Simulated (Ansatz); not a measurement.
Geometry relaxation of C48NO (part 5 of 5)

The same run, continued: C48NO (slab, 50 atoms in the cell); DFT PBE+D3(BJ), scalar-relativistic, plane waves, PAW, spin-polarised (Ansatz 0.2.0); cutoff 420 eV, 3×2×1 k-mesh, Gaussian smearing of 0.05 eV, collinear spins. The structure derives from an entry of the Crystallography Open Database. The input holds or restrains some coordinates. Forces given for the steps count only the free coordinates. It belongs to a series of runs on one base structure; here: 1 NO a cell, upright, over a hollow C-C-C site.

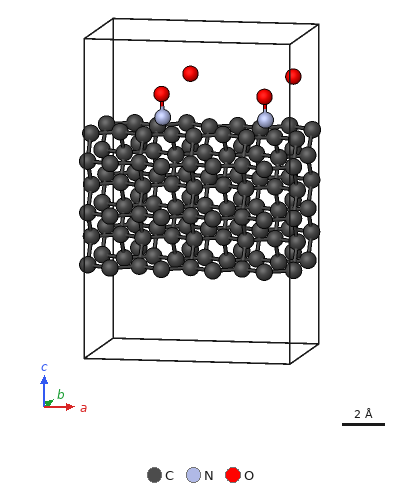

**Figure 1.** The geometry at step 11 of the log (ball-and-stick view of the 2 × 1 repeat of the cell, with the vacuum cut short, seen slightly off an axis).

### File populations.tsv, continued
```
22	C	1_2P	-	1.534044	1.502259
23	C	0_2S	-	0.477022	0.471838
23	C	1_2P	-	1.530779	1.504468
24	C	0_2S	-	0.473540	0.475772
24	C	1_2P	-	1.512554	1.523135
25	C	0_2S	-	0.477993	0.484765
25	C	1_2P	-	1.498375	1.525716
26	C	0_2S	-	0.473540	0.475772
26	C	1_2P	-	1.512554	1.523135
27	C	0_2S	-	0.477993	0.484765
27	C	1_2P	-	1.498375	1.525716
28	C	0_2S	-	0.482044	0.475699
28	C	1_2P	-	1.530164	1.500283
29	C	0_2S	-	0.484025	0.478595
29	C	1_2P	-	1.526273	1.500310
30	C	0_2S	-	0.481760	0.474868
30	C	1_2P	-	1.531104	1.497722
31	C	0_2S	-	0.472376	0.469609
31	C	1_2P	-	1.528522	1.512625
32	C	0_2S	-	0.475204	0.482052
32	C	1_2P	-	1.483816	1.518644
33	C	0_2S	-	0.471804	0.478903
33	C	1_2P	-	1.492081	1.521480
34	C	0_2S	-	0.464195	0.470413
34	C	1_2P	-	1.503904	1.530869
35	C	0_2S	-	0.464113	0.473021
35	C	1_2P	-	1.489661	1.539979
36	C	0_2S	-	0.477721	0.467059
36	C	1_2P	-	1.530204	1.487983
37	C	0_2S	-	0.477869	0.464780
37	C	1_2P	-	1.543890	1.479856
38	C	0_2S	-	0.477721	0.467059
38	C	1_2P	-	1.530204	1.487983
39	C	0_2S	-	0.477869	0.464780
39	C	1_2P	-	1.543890	1.479856
40	C	0_2S	-	0.465950	0.516832
40	C	1_2P	-	1.248806	1.743558
41	C	0_2S	-	0.489833	0.504377
41	C	1_2P	-	1.459829	1.541264
42	C	0_2S	-	0.465950	0.516832
42	C	1_2P	-	1.248806	1.743558
43	C	0_2S	-	0.489833	0.504377
43	C	1_2P	-	1.459829	1.541264
44	C	0_2S	-	0.485058	0.473977
44	C	1_2P	-	1.495319	1.441174
45	C	0_2S	-	0.516164	0.459161
45	C	1_2P	-	1.761749	1.211898
46	C	0_2S	-	0.497411	0.462684
46	C	1_2P	-	1.691525	1.357443
47	C	0_2S	-	0.535538	0.465729
47	C	1_2P	-	1.819916	1.165278
48	N	0_2S	-	0.716219	0.691041
48	N	1_2P	-	1.759157	1.619997
49	O	0_2S	-	0.863978	0.861596
49	O	1_2P	-	2.307324	2.119842
```

### Trajectory as extended XYZ (Å, eV, eV/Å), 2 of the 11 frames kept, from step=1 to step=11
```
50
Lattice="5.0302 0.0000 0.0000 0.0000 7.1138 0.0000 0.0000 0.0000 25.4477" Properties=species:S:1:pos:R:3:forces:R:3 step=1 energy=-12968.99138
C     1.2575    3.5569    8.0000    0.0000   4.0243   0.9462
C     1.2575    0.0000    8.0000    0.0000   4.0175   0.9498
C     3.7727    3.5569    8.0000    0.0000   4.0384   0.9478
C     3.7727    0.0000    8.0000    0.0000   4.0269   0.9658
C     2.5151    4.4461    8.0000   -0.0057  -4.0345   0.9643
C     2.5151    0.8892    8.0000   -0.0036  -4.0250   0.9537
C     0.0000    4.4461    8.0000    0.0057  -4.0345   0.9643
C     0.0000    0.8892    8.0000    0.0036  -4.0250   0.9537
C     2.5151    5.3353    9.2576   -0.0019   0.9498  -1.0229
C     2.5151    1.7784    9.2576   -0.0015   0.9391  -1.0348
C     0.0000    5.3353    9.2576    0.0019   0.9498  -1.0229
C     0.0000    1.7784    9.2576    0.0015   0.9391  -1.0348
C     3.7727    6.2246    9.2576    0.0000  -0.9578  -1.0565
C     3.7727    2.6677    9.2576    0.0000  -0.9258  -1.0169
C     1.2575    6.2246    9.2576    0.0000  -0.9474  -1.0351
C     1.2575    2.6677    9.2576    0.0000  -0.9387  -1.0411
C     3.7727    0.0000   10.5151    0.0000   0.4458   0.0979
C     3.7727    3.5569   10.5151    0.0000   0.4110   0.0375
C     1.2575    0.0000   10.5151    0.0000   0.4433   0.0402
C     1.2575    3.5569   10.5151    0.0000   0.4296   0.0474
C     0.0000    0.8892   10.5151    0.0209  -0.4166   0.0529
C     0.0000    4.4461   10.5151   -0.0056  -0.4569   0.0505
C     2.5151    0.8892   10.5151   -0.0209  -0.4166   0.0529
C     2.5151    4.4461   10.5151    0.0056  -0.4569   0.0505
C     0.0000    1.7824   11.7661    0.0047  -0.0756   0.0429
C     0.0000    5.3393   11.7661    0.0303   0.0054   0.0500
C     2.5151    1.7824   11.7661   -0.0047  -0.0756   0.0429
C     2.5151    5.3393   11.7661   -0.0303   0.0054   0.0500
C     1.2575    2.6637   11.7661    0.0000   0.0808  -0.0603
C     1.2575    6.2206   11.7661    0.0000   0.0158   0.0483
C     3.7727    2.6637   11.7661    0.0000   0.0814   0.0281
C     3.7727    6.2206   11.7661    0.0000   0.0281  -0.0079
C     1.2575    3.5897   13.0628    0.0000  -0.3405  -0.3502
C     1.2575    0.0329   13.0628    0.0000   0.0274  -0.2762
C     3.7727    3.5897   13.0628    0.0000  -0.3005  -0.3150
C     3.7727    0.0329   13.0628    0.0000  -0.1295  -0.3299
C     2.5151    4.4133   13.0628    0.0883   0.0542  -0.1811
C     2.5151    0.8564   13.0628   -0.1327   0.1876  -0.6311
C     0.0000    4.4133   13.0628   -0.0883   0.0542  -0.1811
C     0.0000    0.8564   13.0628    0.1327   0.1876  -0.6311
C     2.5151    5.4397   14.1279   -0.2451  -0.2531   0.1439
C     2.5151    1.8828   14.1279    0.4614  -0.3077   0.8081
C     0.0000    5.4397   14.1279    0.2451  -0.2531   0.1439
C     0.0000    1.8828   14.1279   -0.4614  -0.3077   0.8081
C     3.7727    6.1202   14.1279    0.0000   0.4472   0.5009
C     3.7727    2.5633   14.1279    0.0000   0.9924  -0.3430
C     1.2575    6.1202   14.1279    0.0000   0.0951   0.4102
C     1.2575    2.5633   14.1279    0.0000   0.4356   0.4712
N     3.7727    0.9240   15.7579    0.0000  -0.8003   0.5820
O     3.7727    0.9240   16.9179    0.0000   0.1651  -0.6340
50
Lattice="5.0302 0.0000 0.0000 0.0000 7.1138 0.0000 0.0000 0.0000 25.4477" Properties=species:S:1:pos:R:3:forces:R:3 step=11 energy=-12969.68803
C     1.2575    3.5569    8.0000    0.0000   4.0108   0.9571
C     1.2575    0.0000    8.0000    0.0000   4.0218   0.9527
C     3.7727    3.5569    8.0000    0.0000   4.0065   0.9779
C     3.7727    0.0000    8.0000    0.0000   4.0314   0.9372
C     2.5151    4.4461    8.0000    0.0038  -4.0168   0.9647
C     2.5151    0.8892    8.0000    0.0065  -4.0255   0.9340
C     0.0000    4.4461    8.0000   -0.0038  -4.0168   0.9647
C     0.0000    0.8892    8.0000   -0.0065  -4.0255   0.9340
C     2.5151    5.3353    9.2576    0.0057   0.9821  -0.9718
C     2.5151    1.7784    9.2576   -0.0009   0.8949  -1.0398
C     0.0000    5.3353    9.2576   -0.0057   0.9821  -0.9718
C     0.0000    1.7784    9.2576    0.0009   0.8949  -1.0398
C     3.7727    6.2246    9.2576    0.0000  -0.8725  -1.0667
C     3.7727    2.6677    9.2576    0.0000  -0.9513  -1.0273
C     1.2575    6.2246    9.2576    0.0000  -0.9473  -1.0325
C     1.2575    2.6677    9.2576    0.0000  -0.9805  -0.9486
C     3.7727    0.0000   10.5151    0.0000   0.2354  -0.1745
C     3.7727    3.5569   10.5151    0.0000   0.5162   0.0559
C     1.2575    0.0000   10.5151    0.0000   0.3675   0.1830
C     1.2575    3.5569   10.5151    0.0000   0.5076   0.2043
C     0.0000    0.8892   10.5151    0.0551  -0.3061  -0.0307
C     0.0000    4.4461   10.5151    0.0825  -0.4995   0.1373
C     2.5151    0.8892   10.5151   -0.0551  -0.3061  -0.0307
C     2.5151    4.4461   10.5151   -0.0825  -0.4995   0.1373
C     0.0013    1.7906   11.7644    0.0066  -0.0023  -0.0003
C     0.0048    5.3298   11.7754   -0.0035   0.0014   0.0015
C     2.5138    1.7906   11.7644   -0.0066  -0.0023  -0.0003
C     2.5103    5.3298   11.7754    0.0035   0.0014   0.0015
C     1.2575    2.6730   11.7791    0.0000   0.0033   0.0051
C     1.2575    6.2165   11.7763    0.0000   0.0043  -0.0056
C     3.7727    2.6711   11.7663    0.0000   0.0078  -0.0049
C     3.7727    6.2124   11.7607    0.0000  -0.0043  -0.0072
C     1.2575    3.5481   13.1013    0.0000  -0.0060   0.0020
C     1.2575    0.0479   13.0544    0.0000   0.0052   0.0017
C     3.7727    3.5692   13.0682    0.0000   0.0093   0.0062
C     3.7727    0.0161   12.9762    0.0000  -0.0049  -0.0019
C     2.5212    4.4227   13.0905    0.0019   0.0053  -0.0078
C     2.5201    0.8825   13.0159   -0.0113  -0.0051   0.0063
C    -0.0061    4.4227   13.0905   -0.0019   0.0053  -0.0078
C    -0.0050    0.8825   13.0159    0.0113  -0.0051   0.0063
C     2.5034    5.4548   14.1832    0.0034  -0.0087  -0.0026
C     2.5513    1.8006   14.2362   -0.0183  -0.0093  -0.0077
C     0.0117    5.4548   14.1832   -0.0034  -0.0087  -0.0026
C    -0.0362    1.8006   14.2362    0.0183  -0.0093  -0.0077
C     3.7727    6.2690   14.2302    0.0000   0.0064  -0.0026
C     3.7727    2.5741   14.1772    0.0000  -0.0091   0.0170
C     1.2575    6.1420   14.1843    0.0000   0.0064  -0.0069
C     1.2575    2.5140   14.2544    0.0000  -0.0120  -0.0080
N     3.7727    0.3255   15.3177    0.0000   0.0309   0.0187
O     3.7727    0.0580   16.4857    0.0000  -0.0038   0.0014
```

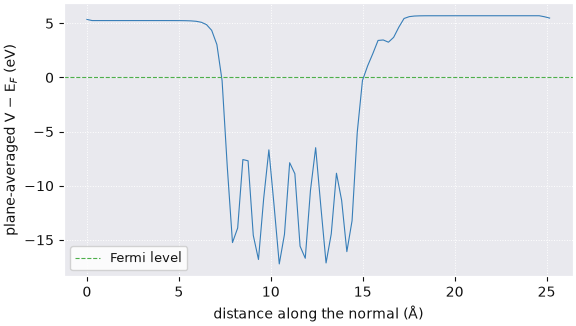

**Figure 2.** Plane average of the electrostatic potential energy of an electron across the cell, from the Fermi level. The vacuum level lies 5.70 eV above the Fermi level on the upper side and 5.26 eV on the lower.

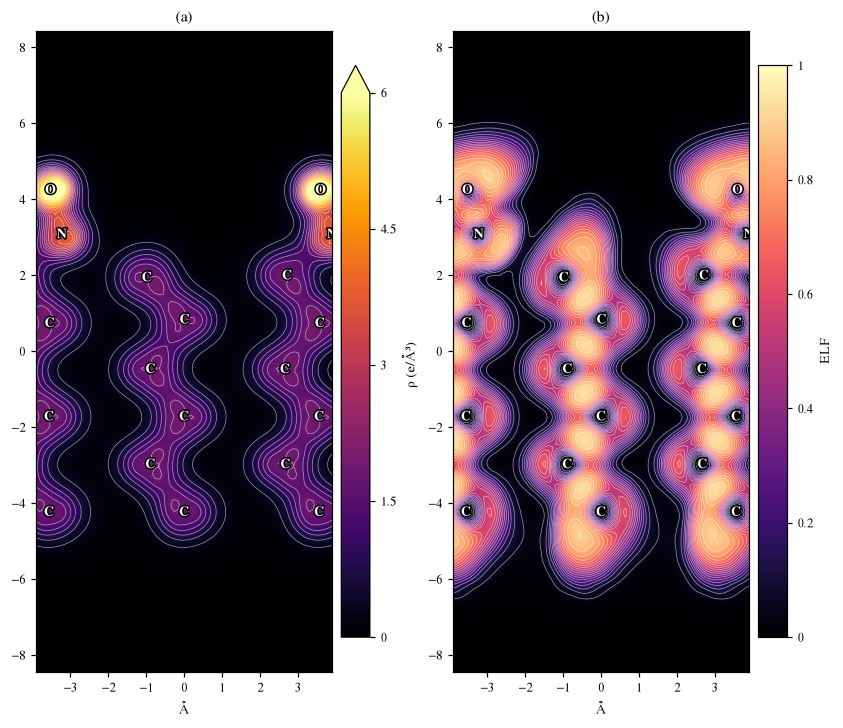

**Figure 3.** (a) valence charge density (pseudo); (b) ELF on the (100) plane of the calculation cell, a cut from vacuum to vacuum. The section cuts through C, N and O sites. N–O (1.20 Å): ρ at the midpoint is about 3.7 e/Å³; the ELF peaks at about 0.85 between the atoms (inside overlapping PAW spheres, so only a guide); a double or triple bond. C–C (1.49 Å): ρ at the midpoint is about 1.8 e/Å³; the ELF peaks at about 0.95 between the atoms (a covalent bond). C–C (1.58 Å): the density is about 1.5 e/Å³ at the midpoint; the ELF peaks at about 0.95 between the atoms (localised, shared-pair bonding). The density dies away to nearly zero in the vacuum. Core electrons are frozen (PAW), so the fields are smoothed inside the atomic spheres.

### Key numbers

| quantity | value |
| --- | --- |
| outcome | converged under the restraints of the input |
| electrons treated | 203 |
| free energy | −12969.6880 eV |
| work function, top face | 5.70 eV |
| work function, bottom face | 5.26 eV |
| Fermi energy | 0.573 eV |
| gap on the k-point mesh | 0.33 eV |
| net moment of the cell | 1.00 μB |
| integrated absolute moment | 9.00 μB |
| final volume | 910.62 Å³ |
| work function (upper face) | 5.70 eV |
| largest force (length of the vector) at the end, held atoms and coordinates included | 4.139 eV/Å |
| hardware | 4 threads of AMD EPYC (Zen 5), 16 GiB of memory available, shared host |
| wall time | 3 min (CPU time 12 min) |
| peak memory | 3.1 GiB |

### Remarks

Warnings of the run: the exchange-correlation potential is rough where the density is thin.
